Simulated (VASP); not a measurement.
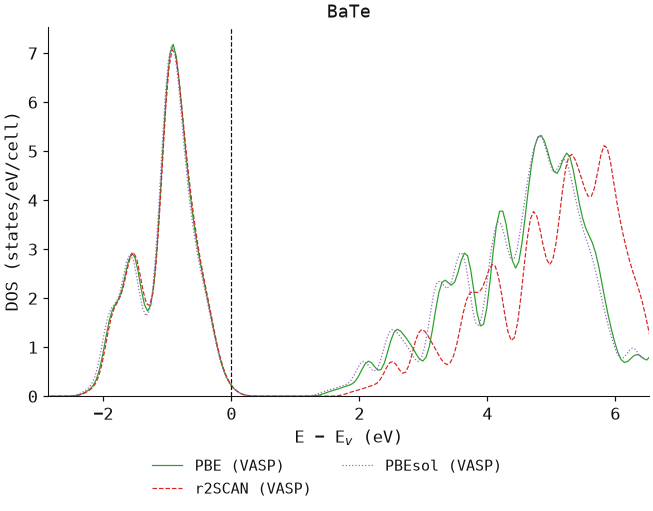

Total densities of states of BaTe, space group Fm-3m (No. 225), 2 atoms in the cell, rocksalt type, by three methods on the same cell. The curves are built from the levels of the k mesh with Gaussians 0.3 eV wide, which also blur the band edges. Each is counted from its own valence-band top.

Question: What changes from one method to the other?

Answer: PBE (VASP) gives a gap of 1.58 eV, r2SCAN (VASP) gives a gap of 1.93 eV and PBEsol (VASP) gives a gap of 1.49 eV.

Settings. PBE (VASP): DFT, PBE, plane waves, PAW, 6×6×6 k mesh, 520 eV cutoff (VASP 6.6.1). r2SCAN (VASP): DFT, r2SCAN, plane waves, PAW, 6×6×6 k mesh, 520 eV cutoff, Gaussian smearing of 0.01 eV (VASP). PBEsol (VASP): DFT, PBEsol, plane waves, PAW, 6×6×6 k mesh, 520 eV cutoff (VASP).

Spin-orbit coupling is left out, which matters for Te.
